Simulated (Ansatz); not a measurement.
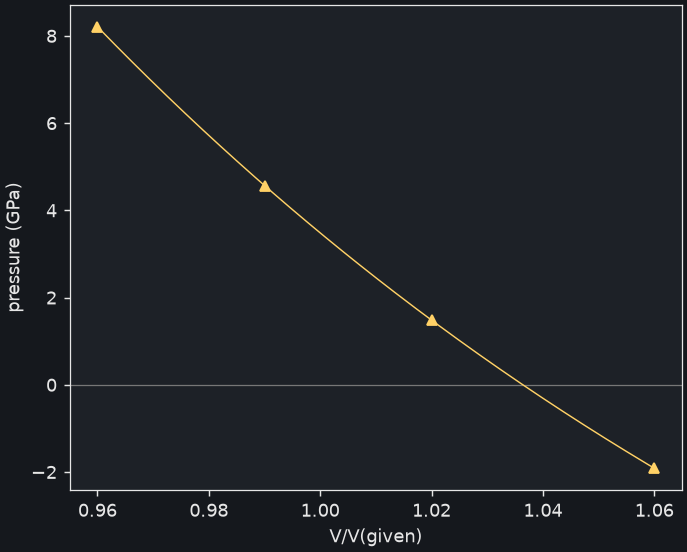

How it was computed, with Ansatz 0.2.0: periodic Kohn-Sham DFT of a crystal at fixed atoms, scaled to the stated factor times the given cell; pressure positive in compression. Level: LDA.

| setting | value |
| --- | --- |
| method | all-electron PAW |
| relativity | scalar |
| k mesh | 8×8×5 |
| occupations | Fermi–Dirac |
| smearing width | 0.01 eV |
| nucleus | Gaussian |

The given structure:
```
Sn S
1.0
     3.59830    0.00000    0.00000
    -1.79920    3.11620    0.00000
     0.00000    0.00000    5.49400
Sn S
1 2
Cartesian
  0.0000 0.0000 0.0000
  1.7991 1.0387 1.4499
  0.0000 2.0775 4.0441
```

Caption: Pressure against V/V(given) for SnS₂, space group P-3m1 (No. 164).

V(given) is 20.53 Å³/atom.

The pressure falls from 8.2 GPa at V/V(given) 0.96 to −1.9 GPa at 1.06, and changes sign near 1.04.

Note: field gradient without spin-orbit coupling on heavy atoms; shape and atomic fractions are frozen while scaling, which makes layered, chain and framework solids too stiff.

Input of one of the runs behind the figure:
```
crystal:
  lattice:
    - [3.62213084, 0.0, 0.0]
    - [-1.8110654199, 3.1368573232, 0.0]
    - [0.0, 0.0, 5.5303851663]
  atoms:
    - { symbol: Sn, position: [0.0, 0.0, 0.0] }
    - { symbol: S, position: [0.6666666667, 0.3333333333, 0.2639] }
    - { symbol: S, position: [0.3333333333, 0.6666666667, 0.7361] }
kpoints:
  mp_grid: { grid: [8, 8, 5] }
scf:
  occupations: { method: fermi_dirac, width: 0.01 }
hamiltonian:
  xc: lda
  pseudopotentials: { kind: all_electron, datasets: crystal }
output:
  forces: true
  stress: true
  eigenvalues: true
  efg: { contact_densities: true }
```

Command:
```bash
ansatz run input.yaml --threads 1 --pin off --max-ram 4096MiB --backend cpu --events-out ev --progress --plain --runs-dir out
```
